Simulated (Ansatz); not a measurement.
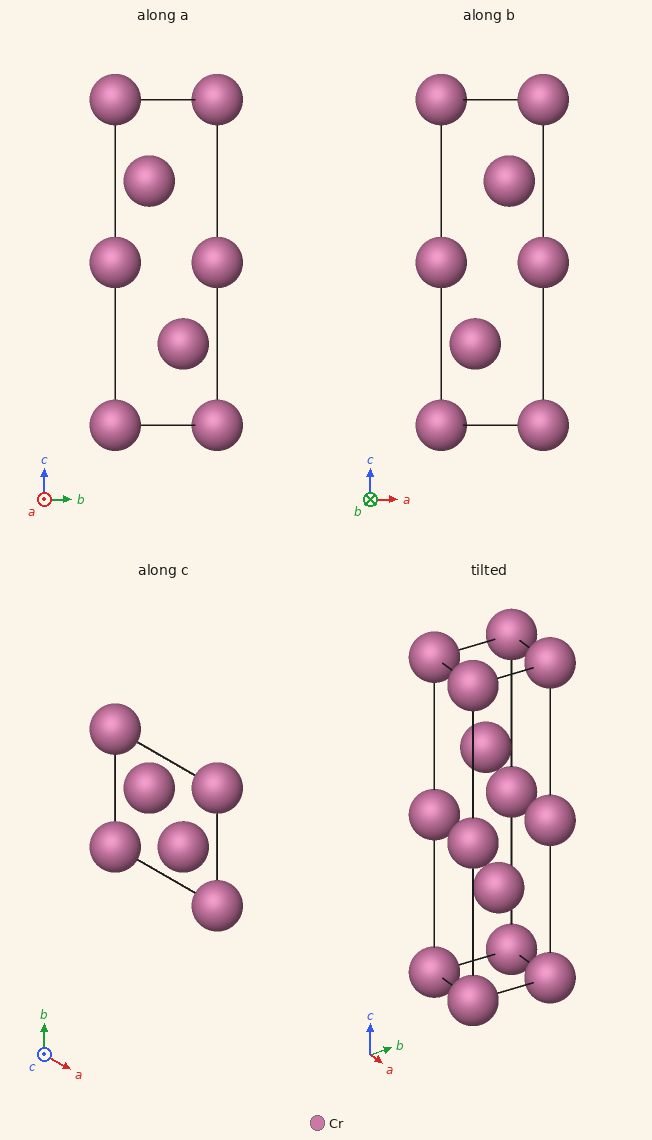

An orthographic spheres-only view of the structure, along the a axis, along the b axis, along the c axis and slightly off an axis. The frame is the conventional unit cell; atoms at its boundary are shown with their periodic copies.

Lattice parameters: a = 2.9861 Å, b = 2.9861 Å, c = 8.2550 Å, α = 90.000°, β = 90.000°, γ = 120.000°.

> Put the structure into a CIF with its space group and independent sites.

```cif
data_structure
_symmetry_space_group_name_H-M 'P 63/m m c'
_symmetry_Int_Tables_number 194
_cell_length_a 2.9861
_cell_length_b 2.9861
_cell_length_c 8.2550
_cell_angle_alpha 90.000
_cell_angle_beta 90.000
_cell_angle_gamma 120.000
_cell_volume 63.75
loop_
_atom_site_label
_atom_site_type_symbol
_atom_site_symmetry_multiplicity
_atom_site_Wyckoff_symbol
_atom_site_fract_x
_atom_site_fract_y
_atom_site_fract_z
_atom_site_occupancy
Cr1 Cr 2 a 0.0000 0.0000 0.0000 1
Cr2 Cr 2 c 0.3333 0.6667 0.2500 1
```

Starting structure: a structure type filled with this element by a generator (whether the element takes this form wasn't checked). Earlier steps of the study may have refined or changed the cell and positions. It was run through Ansatz as a DFT input.

At this level of theory the cell isn't at rest (stretched, at -4 GPa), so its distances can differ from those at equilibrium, the more so the softer the solid.
